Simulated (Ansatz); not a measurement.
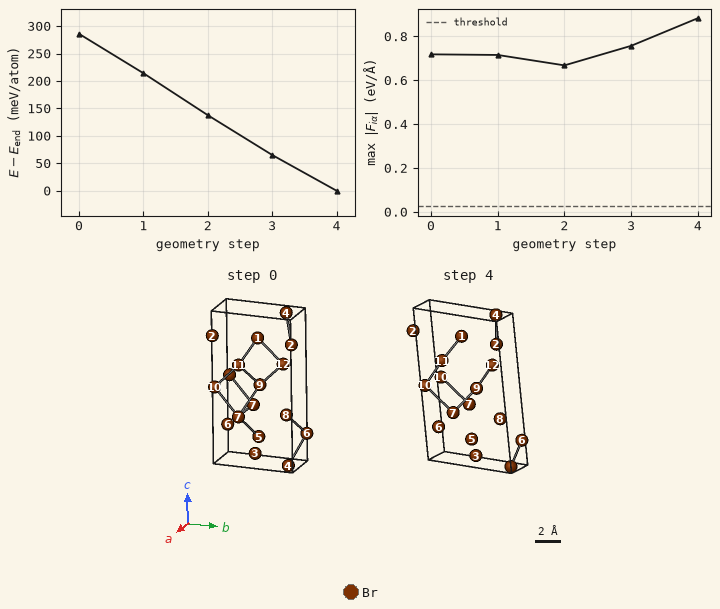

First and last geometry of a relaxation of crystalline Br (a generated structure, set up in P1) (coarse preliminary run), with the history of the run. A ball-and-stick model of the cell of the calculation, seen slightly off an axis.

Method: DFT PBE, scalar-relativistic, plane waves, PAW in Ansatz.

Input
```yaml
crystal:
  lattice:
    - [4.0189172556, 0.0526935445, 0.0878465509]
    - [0.0912678851, 6.8243664935, -0.083034508]
    - [0.2876753964, -0.1569914478, 13.0533374811]
  atoms:
    - { symbol: Br, position: [0.5365779581, 0.4926100482, 0.815793298] }
    - { symbol: Br, position: [-0.0371986244, 0.0001761148, 0.8352446304] }
    - { symbol: Br, position: [1.0138761554, 0.3413828337, 1.0094330535] }
    - { symbol: Br, position: [0.4843103039, 0.8495488073, 0.998234468] }
    - { symbol: Br, position: [0.5221819526, 0.487235675, 0.1692465141] }
    - { symbol: Br, position: [0.0214214263, 1.0003247603, 0.1810067503] }
    - { symbol: Br, position: [0.9952911789, 0.3235782502, 0.3258746822] }
    - { symbol: Br, position: [0.5275232442, 0.842744318, 0.3322837726] }
    - { symbol: Br, position: [0.5026574827, 0.5079598053, 0.5083180251] }
    - { symbol: Br, position: [-0.003705367, 1.0274825383, 0.5040929324] }
    - { symbol: Br, position: [0.9535855387, 0.3257380715, 0.6617749787] }
    - { symbol: Br, position: [0.4834787506, 0.8012187773, 0.6586948548] }
basis:
  ecutwfc: 420
kpoints:
  mp_grid: { grid: [6, 4, 2] }
hamiltonian:
  xc: pbe
scf:
  occupations: { method: gaussian, width: 0.2 }
  lower_state_search: "off"
output:
  forces: true
  stress: true
  eigenvalues: true
relax:
  adjacent_minimum: "off"
  f_tol: 0.025
  max_steps: 60
  cell: { stress_tol: 0.25 }
```

Run as
```bash
ansatz run input.yaml --threads 1 --pin off --max-ram 2560MiB --backend cpu --events-out ev --progress --plain --runs-dir out
```

> Did the run converge, and what did it change?

The run was cut off at its time limit before the relaxation converged, so the last structure is only a point on the way. The atom that moves furthest relative to the cell is Br11 (0.74 Å roughly along [−2 −1 0]). The drawn cell changes as follows: a 4.020 → 4.052 Å (+0.8 %), b 6.825 → 7.149 Å (+4.7 %), c 13.057 → 13.288 Å (+1.8 %), α 91.4° → 97.8°, β 87.5° → 78.4°, γ 88.5° → 91.5°; the volume changes by +4.4 %. Among the contacts that change: Br9–Br11 3.211 → 4.154 Å, Br9–Br11 (another image) 3.028 → 3.826 Å, Br1–Br11 3.358 → 4.148 Å, Br4–Br6 3.100 → 2.417 Å. Among the angles between lasting bonds that change: Br1–Br11–Br10 143.3° → 175.4°. The space group stays P1 (No. 1). The energy falls by 286 meV per atom in 4 geometry steps. The largest force component goes from 0.72 to 0.88 eV/Å. The pressure goes from −0.10 to 1.81 GPa.
